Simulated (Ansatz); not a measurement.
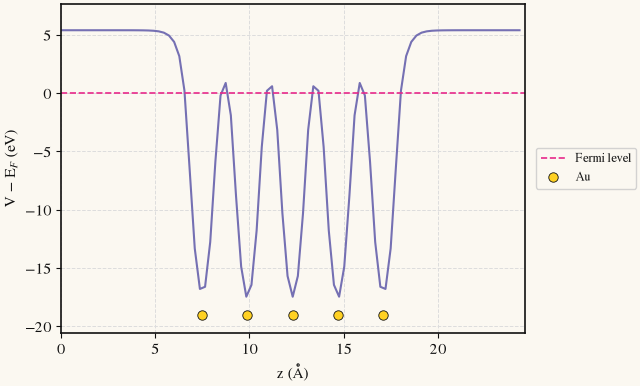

Plane-averaged electrostatic potential energy of an electron across the slab; circles at the bottom mark the heights of the atoms.

System: a (001) slab cut from Au (Cmcm), 5 atoms in the cell, repeats removed: 1; a = 2.82 Å, b = 2.89 Å, c = 24.60 Å, α = 90.00°, β = 90.00°, γ = 119.26°.

Level of theory: DFT PBEsol, scalar-relativistic, plane waves, PAW, no spin polarisation, 14×14×1 k mesh, 420 eV cutoff, Gaussian smearing of 0.1 eV; code Ansatz.

Read off the work function of each face.

The work function is 5.39 eV, the same on both faces. The two vacuum levels agree, so the slab has no net dipole along its normal.

How thick are slab and vacuum?

The outermost atoms are 9.6 Å apart, which leaves 15.0 Å of vacuum in a cell 24.6 Å high.

Spin-orbit coupling is left out, which matters for Au.
